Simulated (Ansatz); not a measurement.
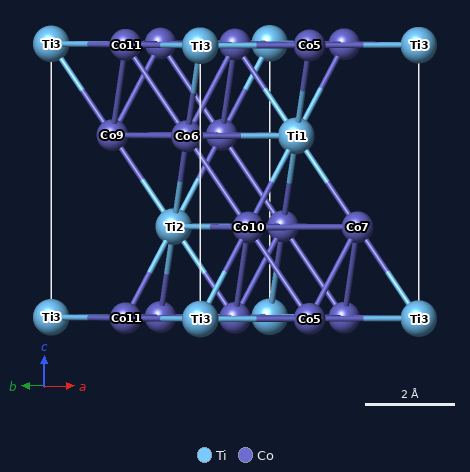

*The starting structure (ball-and-stick view of the cell of the calculation, seen at an oblique angle; atoms are numbered from 1 in the order of the input). An atom can appear more than once, as a periodic image.*

**Geometry relaxation of TiCo₃ (part 1 of 2)**

- system: TiCo₃ (Pm-3m, 12 atoms in the cell)
- method: DFT r2SCAN, scalar-relativistic, plane waves, PAW, spin-polarised (Ansatz 0.2.0)

The structure derives from an entry of the Crystallography Open Database. It belongs to a series of runs on one base structure; here: 0 of 3 Ti sites taken by Hf, cell and atoms relaxed. Figures and captions count atoms from 1; the log counts them from 0 in places.

## Input file
```yaml
crystal:
  lattice:
    - [0.0, -3.5872017861, 3.5872017861]
    - [-3.5872017861, 3.5872017861, 0.0]
    - [-3.5872017861, -3.5872017861, -3.5872017861]
  atoms:
    - { symbol: Ti, position: [0.6666666667, 0.3333333333, 0.6666666667], spin: -0.7 }
    - { symbol: Ti, position: [0.3333333333, 0.6666666667, 0.3333333333], spin: -0.7 }
    - { symbol: Ti, position: [0.0, 0.0, 0.0], spin: -0.7 }
    - { symbol: Co, position: [0.8333333333, 0.6666666667, 0.3333333333], spin: 1.46 }
    - { symbol: Co, position: [0.5, 1.0, 0.0], spin: 1.46 }
    - { symbol: Co, position: [0.1666666667, 0.3333333333, 0.6666666667], spin: 1.46 }
    - { symbol: Co, position: [0.8333333333, 0.1666666667, 0.3333333333], spin: 1.46 }
    - { symbol: Co, position: [0.5, 0.5, 0.0], spin: 1.46 }
    - { symbol: Co, position: [0.1666666667, 0.8333333333, 0.6666666667], spin: 1.46 }
    - { symbol: Co, position: [0.3333333333, 0.1666666667, 0.3333333333], spin: 1.46 }
    - { symbol: Co, position: [0.0, 0.5, 1.0], spin: 1.46 }
    - { symbol: Co, position: [0.6666666667, 0.8333333333, 0.6666666667], spin: 1.46 }
basis:
  ecutwfc: 500
kpoints:
  mp_grid: { grid: [12, 12, 6] }
hamiltonian:
  xc: r2scan
scf:
  occupations: { method: gaussian, width: 0.1 }
output:
  forces: true
  stress: true
  eigenvalues: true
  populations: true
magnetization:
  spin_polarized: true
relax:
  adjacent_minimum: "off"
  f_tol: 0.015
  max_steps: 60
  cell: { stress_tol: 0.15 }
```

Launched with:
```bash
ansatz run input.yaml --threads 2 --pin off --max-ram 5120MiB --backend cpu --events-out ev --progress --plain --runs-dir out
```

## The program's output
```
Engine: ansatz 0.2.0, x86_64-unknown-linux-gnu
Pseudopotentials: kind: paw
Pseudopotential: Ti, paw, valence charge 12, recommended cutoff 500 eV (meta_gga), Ti.paw.azcp
Pseudopotential: Co, paw, valence charge 17, recommended cutoff 500 eV (meta_gga), Co.paw.azcp
Functional definition: r2SCAN
  parameter k0 = 0.174
  parameter k1 = 0.065
  parameter a1 = 4.9479
  exchange = r2scan_x(k0 = k0, k1 = k1, a1 = a1)
  correlation = r2scan_c
Crystal: 12 atoms, lattice volume = 138.481 Å³
Basis set: ecut = 500 eV, 3527 PW (Γ), exchange–correlation on 160×160×192 points (64 copies of the dense FFT grid, shifted against one another)
Bands: 123, of which v1, the nominal top of the filled ones, is band 95 counted from 1 (94 counted from 0)
Symmetry: 36 space group operations
Space group: Pm-3m (ITA 221), of the structure as read, at distance tolerance 5.2e-5 Å
Magnetic group: BNS 221.92 (UNI 1594), of the structure as read, at distance tolerance 5.2e-5 Å
k-points: 100 of 864
Non-local potential: Ti, projectors of the file, l = 0: 3, l = 1: 2, l = 2: 3, l = 3: 1
Non-local potential: Co, projectors of the file, l = 0: 3, l = 1: 2, l = 2: 3, l = 3: 1
PAW form: soft (Blöchl's): semilocal exchange-correlation on the pseudo side does not see the compensation charge
PAW frozen core: Ti, regenerated for the run's functional (the file was generated under x = pbe(κ = 0.804, μ = 0.2195149727645171), c = pbe(β = 0.06672455060314922))
PAW frozen core: Co, regenerated for the run's functional (the file was generated under x = pbe(κ = 0.804, μ = 0.2195149727645171), c = pbe(β = 0.06672455060314922))
PAW one-centre angular grid: Ti, 590 points (default); XC on 160 Gauss nodes
PAW one-centre angular grid: Co, 590 points (default); XC on 160 Gauss nodes
Initial density: superposition of atomic densities (chi_scale 0.1, normalization cell)
Starting moments: Σ|m| = 15.24 μB on 12 of 12 sites
Initial wavefunctions: pseudopotential atomic-orbital guess
Functional: x = r2scan, c = r2scan; τ floored in thin density (d = 2e-4 eV/Å³)
SCF iter   1: F=—  HF=-53694.138969 eV  |F-HF|=—  |Δ(HF+E_count)|=         —  Δρ=6.52e-2 (↑4.35e-2 ↓6.52e-2)  dr2=1.00e1  dr2_τ=8.54e-2  dr2_m=2.80e-1  M=9.269 μB ∫|m|=14.170 μB  β_m=1.00  ethr=3.10e-3  ⟨swp⟩=4.4  Hψ=70135  notcnv=0  defer=468
Mixer restart at iter 1: flushing history
preconditioner: auto → Kerker (q_TF=auto, 2.873 Å⁻¹)  [metal: Δε(μ)=0.001 eV  Ē_g=6.248 eV  σ=0.100 eV  W_gap=0.00  n_scr=58 (ndim 8)  ℏωp=30.4 eV  f_vac=0.000  D(μ)=11.59/eV (n_scr^D=120)]
spin=Collinear: Kerker preconditioning applied to the charge; magnetization (m = ρ↑ − ρ↓) channel mixes plain (no charge-response kernel on spin).
SCF iter   2: F=—  HF=-53691.796742 eV  |F-HF|=—  |Δ(HF+E_count)|=    2.34e0  Δρ=2.52e-2 (↑2.05e-2 ↓2.52e-2)  dr2=2.66e0  dr2_τ=6.31e-2  dr2_m=7.67e-2  M=8.885 μB ∫|m|=14.884 μB  β_m=1.00  ethr=3.10e-3  ⟨swp⟩=2.6  Hψ=40153  notcnv=0  defer=3516  κ⁻¹=1.0e0(r=1)
SCF iter   3: F=—  HF=-53694.546100 eV  |F-HF|=—  |Δ(HF+E_count)|=    2.75e0  Δρ=1.73e-2 (↑1.68e-2 ↓1.73e-2)  dr2=1.72e0  dr2_τ=4.68e-3  dr2_m=6.31e-3  M=8.674 μB ∫|m|=15.160 μB  β_m=1.00  ethr=1.41e-3  ⟨swp⟩=2.0  Hψ=28080  notcnv=0  defer=3598  κ⁻¹=3.7e-2(r=2)
SCF iter   4: F=—  HF=-53698.103061 eV  |F-HF|=—  |Δ(HF+E_count)|=    3.56e0  Δρ=1.03e-2 (↑1.03e-2 ↓9.21e-3)  dr2=6.31e-1  dr2_τ=1.08e-3  dr2_m=1.51e-3  M=8.536 μB ∫|m|=15.289 μB  β_m=1.00  ethr=9.12e-4  ⟨swp⟩=2.9  Hψ=38976  notcnv=0  defer=3628  κ⁻¹=1.5e-2(r=3)
SCF iter   5: F=—  HF=-53699.057422 eV  |F-HF|=—  |Δ(HF+E_count)|=   9.54e-1  Δρ=5.67e-3 (↑5.67e-3 ↓5.49e-3)  dr2=1.60e-1  dr2_τ=2.15e-3  dr2_m=5.06e-4  M=8.442 μB ∫|m|=15.276 μB  β_m=1.00  ethr=3.34e-4  ⟨swp⟩=2.5  Hψ=38611  notcnv=0  defer=3586  κ⁻¹=1.4e-3(r=4)
SCF iter   6: F=—  HF=-53699.072505 eV  |F-HF|=—  |Δ(HF+E_count)|=         —  Δρ=4.66e-3 (↑2.16e-3 ↓4.66e-3)  dr2=1.24e-2  dr2_τ=6.71e-4  dr2_m=7.01e-3  M=8.442 μB ∫|m|=15.418 μB  β_m=1.00  ethr=8.47e-5  ⟨swp⟩=2.1  Hψ=38916  notcnv=0  defer=3564
Mixer restart at iter 6: flushing history
SCF iter   7: F=—  HF=-53699.088351 eV  |F-HF|=—  |Δ(HF+E_count)|=   1.58e-2  Δρ=3.22e-3 (↑1.81e-3 ↓3.22e-3)  dr2=1.05e-2  dr2_τ=5.13e-4  dr2_m=1.10e-3  M=8.443 μB ∫|m|=15.523 μB  β_m=1.00  ethr=6.55e-6  ⟨swp⟩=2.2  Hψ=40731  notcnv=0  defer=3564  κ⁻¹=1.0e0(r=1)
SCF iter   8: F=—  HF=-53699.101374 eV  |F-HF|=—  |Δ(HF+E_count)|=   1.30e-2  Δρ=2.31e-3 (↑1.55e-3 ↓2.31e-3)  dr2=8.85e-3  dr2_τ=2.69e-4  dr2_m=2.50e-4  M=8.444 μB ∫|m|=15.607 μB  β_m=1.00  ethr=5.56e-6  ⟨swp⟩=2.7  Hψ=40170  notcnv=0  defer=3560  κ⁻¹=6.7e-2(r=2)
SCF iter   9: F=—  HF=-53699.111246 eV  |F-HF|=—  |Δ(HF+E_count)|=   9.87e-3  Δρ=1.19e-3 (↑9.58e-4 ↓1.19e-3)  dr2=4.63e-3  dr2_τ=6.64e-5  dr2_m=3.22e-5  M=8.449 μB ∫|m|=15.664 μB  β_m=1.00  ethr=4.68e-6  ⟨swp⟩=2.0  Hψ=33484  notcnv=0  defer=3559  κ⁻¹=2.4e-2(r=3)
SCF iter  10: F=—  HF=-53699.112660 eV  |F-HF|=—  |Δ(HF+E_count)|=   1.41e-3  Δρ=4.20e-4 (↑4.20e-4 ↓4.10e-4)  dr2=2.16e-4  dr2_τ=5.68e-6  dr2_m=7.08e-5  M=8.455 μB ∫|m|=15.647 μB  β_m=1.00  ethr=2.45e-6  ⟨swp⟩=2.0  Hψ=35766  notcnv=0  defer=3559  κ⁻¹=1.3e-3(r=4)
SCF iter  11: F=—  HF=-53699.112946 eV  |F-HF|=—  |Δ(HF+E_count)|=   2.86e-4  Δρ=2.85e-4 (↑2.47e-4 ↓2.85e-4)  dr2=1.24e-4  dr2_τ=1.99e-6  dr2_m=3.11e-6  M=8.454 μB ∫|m|=15.664 μB  β_m=1.00  ethr=1.14e-7  ⟨swp⟩=2.0  Hψ=35667  notcnv=0  defer=3559  κ⁻¹=1.1e-3(r=5)
SCF iter  12: F=—  HF=-53699.113253 eV  |F-HF|=—  |Δ(HF+E_count)|=   3.07e-4  Δρ=1.89e-4 (↑1.26e-4 ↓1.89e-4)  dr2=4.15e-5  dr2_τ=4.62e-7  dr2_m=2.83e-6  M=8.455 μB ∫|m|=15.671 μB  β_m=1.00  ethr=6.56e-8  ⟨swp⟩=2.0  Hψ=35914  notcnv=0  defer=3559  κ⁻¹=3.8e-4(r=6)
SCF iter  13: F=—  HF=-53699.113401 eV  |F-HF|=—  |Δ(HF+E_count)|=   1.48e-4  Δρ=1.39e-4 (↑6.33e-5 ↓1.39e-4)  dr2=1.45e-5  dr2_τ=4.85e-7  dr2_m=5.77e-6  M=8.457 μB ∫|m|=15.673 μB  β_m=1.00  ethr=2.19e-8  ⟨swp⟩=2.0  Hψ=38928  notcnv=0  defer=3559  κ⁻¹=1.2e-4(r=7)
SCF iter  14: F=—  HF=-53699.113421 eV  |F-HF|=—  |Δ(HF+E_count)|=   2.02e-5  Δρ=6.96e-5 (↑3.09e-5 ↓6.96e-5)  dr2=5.05e-6  dr2_τ=5.38e-8  dr2_m=1.06e-6  M=8.459 μB ∫|m|=15.664 μB  β_m=1.00  ethr=7.65e-9  ⟨swp⟩=2.0  Hψ=42362  notcnv=0  defer=3559  κ⁻¹=6.1e-5(r=8)
SCF iter  15: F=—  HF=-53699.113426 eV  |F-HF|=—  |Δ(HF+E_count)|=   5.19e-6  Δρ=4.95e-5 (↑2.86e-5 ↓4.95e-5)  dr2=2.59e-6  dr2_τ=3.62e-8  dr2_m=2.75e-7  M=8.459 μB ∫|m|=15.666 μB  β_m=1.00  ethr=2.67e-9  ⟨swp⟩=2.0  Hψ=32371  notcnv=0  defer=3559  κ⁻¹=1.2e-5(r=8)
SCF iter  16: F=—  HF=-53699.113435 eV  |F-HF|=—  |Δ(HF+E_count)|=   8.53e-6  Δρ=3.56e-5 (↑1.91e-5 ↓3.56e-5)  dr2=1.33e-6  dr2_τ=1.75e-8  dr2_m=2.36e-7  M=8.460 μB ∫|m|=15.666 μB  β_m=1.00  ethr=1.37e-9  ⟨swp⟩=2.0  Hψ=36560  notcnv=0  defer=3559  κ⁻¹=9.4e-6(r=8)
SCF iter  17: F=—  HF=-53699.113440 eV  |F-HF|=—  |Δ(HF+E_count)|=   4.95e-6  Δρ=7.92e-6 (↑6.10e-6 ↓7.92e-6)  dr2=1.01e-7  dr2_τ=4.31e-9  dr2_m=2.78e-9  M=8.461 μB ∫|m|=15.668 μB  β_m=1.00  ethr=7.06e-10  ⟨swp⟩=2.0  Hψ=43638  notcnv=0  defer=3559  κ⁻¹=1.5e-6(r=8)
SCF iter  18: F=—  HF=-53699.113440 eV  |F-HF|=—  |Δ(HF+E_count)|=   5.36e-7  Δρ=6.47e-6 (↑4.81e-6 ↓6.47e-6)  dr2=7.42e-8  dr2_τ=2.28e-9  dr2_m=2.10e-9  M=8.461 μB ∫|m|=15.668 μB  β_m=1.00  ethr=5.34e-11  ⟨swp⟩=2.0  Hψ=33900  notcnv=0  defer=3559  κ⁻¹=2.9e-5(r=8)
SCF iter  19: F=—  HF=-53699.113441 eV  |F-HF|=—  |Δ(HF+E_count)|=   4.58e-7  Δρ=5.60e-6 (↑3.52e-6 ↓5.60e-6)  dr2=7.19e-8  dr2_τ=4.73e-10  dr2_m=1.80e-9  M=8.461 μB ∫|m|=15.668 μB  β_m=1.00  ethr=3.93e-11  ⟨swp⟩=2.2  Hψ=43729  notcnv=0  defer=3559  κ⁻¹=1.7e-5(r=8)
SCF iter  20: F=-53699.113441 eV  HF=-53699.113441 eV  |F-HF|=1.33e-8  |Δ(HF+E_count)|=   1.41e-8  Δρ=3.31e-6 (↑3.31e-6 ↓2.65e-6)  dr2=1.26e-8  dr2_τ=3.27e-10  dr2_m=4.68e-9  M=8.461 μB ∫|m|=15.668 μB  ethr=3.80e-11  ⟨swp⟩=8.1  Hψ=99481  notcnv=0
SCF 1 converged in 20 iterations: F = -53699.113441 eV  dr2 = 1.26e-8
  greatest PAW one-centre occupation: 1.003 electrons in one spin orbital (limit 2), on the Co atom at site 11 (counted from 0), in its partial waves of l = 1
relax step   1: F+E_penalty+E_count = -53699.11344079 eV  Δ(F+E_penalty+E_count) = +0.000e0 eV  max|allowed force component| = 1.147e-24 eV/Å  Δτ_max = 0.0000 Å  P = -0.078 GPa  Ω = 138.481 Å³  (20 SCF iters, dr2 threshold 1.00e-7 eV, accepted)
Initial density: handed on by an earlier stage of this run
Starting moments: Σ|m| = 15.24 μB on 12 of 12 sites; this step starts from the density that it was given
Initial wavefunctions: pseudopotential atomic-orbital guess (no wavefunctions were taken with the density)
iter 1 solved again at ethr=7.67e-9 eV; its pass at ethr=3.10e-3 eV (dr2=1.45e-5 eV) is discarded
SCF iter   1: F=—  HF=-53699.113446 eV  |F-HF|=—  |Δ(HF+E_count)|=         —  Δρ=2.21e-5 (↑2.02e-5 ↓2.21e-5)  dr2=1.29e-6  dr2_τ=3.80e-9  dr2_m=6.92e-9  M=8.461 μB ∫|m|=15.668 μB  β_m=1.00  ethr=7.67e-9  ⟨swp⟩=4.2  Hψ=156346  notcnv=0
preconditioner: auto → Kerker (q_TF=auto, 1.954 Å⁻¹)  [metal: Δε(μ)=0.001 eV  Ē_g=5.920 eV  σ=0.100 eV  W_gap=0.01  n_scr=20 (ndim 8)  ℏωp=30.4 eV  f_vac=0.000  D(μ)=10.04/eV (n_scr^D=108)]
spin=Collinear: Kerker preconditioning applied to the charge; magnetization (m = ρ↑ − ρ↓) channel mixes plain (no charge-response kernel on spin).
SCF iter   2: F=—  HF=-53699.113441 eV  |F-HF|=—  |Δ(HF+E_count)|=   4.76e-6  Δρ=1.61e-5 (↑1.42e-5 ↓1.61e-5)  dr2=5.89e-7  dr2_τ=1.21e-8  dr2_m=6.99e-9  M=8.461 μB ∫|m|=15.668 μB  β_m=1.00  ethr=6.84e-10  ⟨swp⟩=2.2  Hψ=34360  notcnv=0  κ⁻¹=1.0e0(r=1)
SCF iter   3: F=—  HF=-53699.113441 eV  |F-HF|=—  |Δ(HF+E_count)|=   1.31e-7  Δρ=9.25e-6 (↑7.36e-6 ↓9.25e-6)  dr2=1.79e-7  dr2_τ=1.04e-9  dr2_m=1.89e-9  M=8.461 μB ∫|m|=15.668 μB  β_m=1.00  ethr=3.12e-10  ⟨swp⟩=2.1  Hψ=30699  notcnv=0  κ⁻¹=2.7e-3(r=2)
SCF iter   4: F=—  HF=-53699.113441 eV  |F-HF|=—  |Δ(HF+E_count)|=   3.65e-8  Δρ=5.89e-6 (↑4.63e-6 ↓5.89e-6)  dr2=7.22e-8  dr2_τ=3.15e-10  dr2_m=7.66e-10  M=8.461 μB ∫|m|=15.668 μB  β_m=1.00  ethr=9.46e-11  ⟨swp⟩=1.0  Hψ=24601  notcnv=0  κ⁻¹=1.7e-4(r=3)
SCF iter   5: F=—  HF=-53699.113441 eV  |F-HF|=—  |Δ(HF+E_count)|=   2.01e-8  Δρ=1.10e-6 (↑9.02e-7 ↓1.10e-6)  dr2=1.70e-9  dr2_τ=2.80e-11  dr2_m=4.65e-11  M=8.461 μB ∫|m|=15.668 μB  β_m=1.00  ethr=3.82e-11  ⟨swp⟩=2.0  Hψ=33185  notcnv=0  κ⁻¹=1.8e-5(r=4)
SCF iter   6: F=—  HF=-53699.113441 eV  |F-HF|=—  |Δ(HF+E_count)|=   5.45e-9  Δρ=8.21e-7 (↑5.77e-7 ↓8.21e-7)  dr2=6.47e-10  dr2_τ=1.66e-11  dr2_m=2.11e-11  M=8.461 μB ∫|m|=15.668 μB  β_m=1.00  ethr=1.00e-12  ⟨swp⟩=2.0  Hψ=43438  notcnv=0  κ⁻¹=9.4e-6(r=5)
SCF iter   7: F=—  HF=-53699.113441 eV  |F-HF|=—  |Δ(HF+E_count)|=   3.02e-9  Δρ=8.45e-7 (↑6.30e-7 ↓8.45e-7)  dr2=1.19e-9  dr2_τ=5.27e-12  dr2_m=1.72e-11  M=8.461 μB ∫|m|=15.668 μB  β_m=1.00  ethr=1.00e-12  ⟨swp⟩=2.0  Hψ=29344  notcnv=0  κ⁻¹=3.2e-6(r=6)
SCF iter   8: F=—  HF=-53699.113441 eV  |F-HF|=—  |Δ(HF+E_count)|=   1.41e-9  Δρ=4.64e-7 (↑3.47e-7 ↓4.64e-7)  dr2=4.18e-10  dr2_τ=1.77e-12  dr2_m=6.13e-12  M=8.461 μB ∫|m|=15.668 μB  β_m=1.00  ethr=1.00e-12  ⟨swp⟩=2.0  Hψ=33267  notcnv=0  κ⁻¹=4.6e-7(r=7)
SCF iter   9: F=-53699.113441 eV  HF=-53699.113441 eV  |F-HF|=0.00e0  |Δ(HF+E_count)|=  4.22e-10  Δρ=1.63e-7 (↑9.97e-8 ↓1.63e-7)  dr2=3.53e-11  dr2_τ=2.11e-12  dr2_m=3.00e-12  M=8.461 μB ∫|m|=15.668 μB  ethr=1.00e-12  ⟨swp⟩=2.1  Hψ=75181  notcnv=0
SCF 2 converged in 9 iterations: F = -53699.113441 eV  dr2 = 3.53e-11
  greatest PAW one-centre occupation: 1.003 electrons in one spin orbital (limit 2), on the Co atom at site 8 (counted from 0), in its partial waves of l = 1
relax step   2: F+E_penalty+E_count = -53699.11344081 eV  Δ(F+E_penalty+E_count) = -1.822e-8 eV  max|allowed force component| = 3.829e-25 eV/Å  Δτ_max = 0.0000 Å  P = -0.078 GPa  Ω = 138.481 Å³  stress off target by 9.34e-2 GPa  SCF on the basis re-selected at this cell (its energy is not comparable with the rows above)  (9 SCF iters)
```

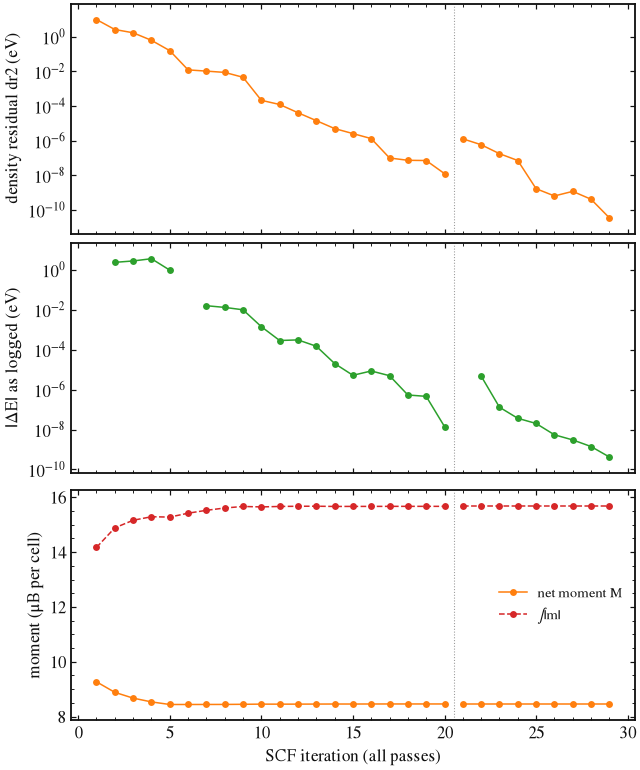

*Convergence of the self-consistent field: density residual dr2, size of the energy change and magnetic moment against the SCF iteration. The dotted lines part the SCF passes of the relaxation: geometry steps, rejected trials and re-solves on a re-selected basis.*

The passes take 20 and 9 iterations. The net moment goes from 9.3 to 8.5 μB per cell.

```
basis re-selected at this cell: Δ(F+E_penalty+E_count) = -1.822e-8 eV, ΔP = +0.000 GPa vs the last step (what re-selecting the basis moved, of the pressure what is left beyond the Pulay correction that the steps carried, after the strain that the cell walked since its last selection, with what the two solves' SCF thresholds leave and, on support functions, any second-order correction that the steps lacked; it is no measure of the basis error at this ecutwfc). This SCF's stress stands 9.34e-2 GPa from its target on what of the cell is left free (relax.cell.stress_tol is 1.50e-1 GPa) and its largest allowed force component is 3.83e-25 eV/Å (relax.f_tol is 1.50e-2 eV/Å): within both
SCF converged after 9 iterations
Stability not checked: this state was not tested for a lower state beside it, because the mixer in use, unlike msr1, does not test its closes by its own steps (another_mixer; see scf.mixing.algorithm and scf.lower_state_search)
Magnetization: 8.4608 μB (98.7304 up, 90.2696 down)
Absolute magnetization: 15.6760 μB (∫|ρ↑−ρ↓|, with the PAW one-centre terms)
Spin contamination: 1.4088 ħ² per cell (⟨S²⟩ above its minimum at these occupations)
Per-site moments (μB) at R_I (Å): [(-0.6411983540822704, 1.0463205672297695), (-0.6411983540822701, 1.0463205672297695), (-0.6411983540822704, 1.0463205672297695), (1.323535045070212, 1.0463205672297693), (1.3235350450702121, 1.0463205672297695), (1.323535045070212, 1.0463205672297695), (1.3235350450702124, 1.0463205672297695), (1.323535045070213, 1.0463205672297695), (1.3235350450702124, 1.0463205672297693), (1.3235350450702115, 1.0463205672297695), (1.323535045070213, 1.0463205672297695), (1.3235350450702117, 1.0463205672297695)]
Free energy (F): -53699.113441 eV
Harris-Foulkes:  -53699.113441 eV  (|F-HF|=0.00e0)
Internal energy: -53699.063242 eV  (E = F + TS)
E sigma→0 (E₀):  -53699.088341 eV
Entropy (-TS):   -0.050199 eV (-4.183 meV/atom)
Fermi energy:    18.389926 eV
--- Per-component energies (eV) ---
  E_band       = -2798.685881
  E_kinetic    = 4933.960411
  E_local      = -28603.101125  (includes V_loc(G=0)·N_el)
  E_nonlocal   = 4121.720664
  E_hartree    = 12093.603340
  E_xc         = -1706.069475
  E_vxc        = -2481.542336  (∫ρ·V_xc dr)
  E_paw        = -16888.512408  (= ΣΔE_a)
  E_vpaw       = -5118.211315  (= ΣTr[D̂ρ^β])
  E_aug_tail   = 0.000580  (compensation charges beyond the density's cutoff)
  E_vtau       = 161.279934  (kinetic-family band-sum trace: ∫τ·v_τ [+ j·A + Jᵃ·Aᵃ] dr)
  E_ewald      = -27647.248002
  E_core_change = -3.417227  (= ΣΔE_core)
  E_smearing   = -0.050199  (= −TS)
  E_closure    = -0.000000  (closes the sum)
  Σ components = -53699.113441   (vs F -53699.113441, Δ=0.00e0)
```
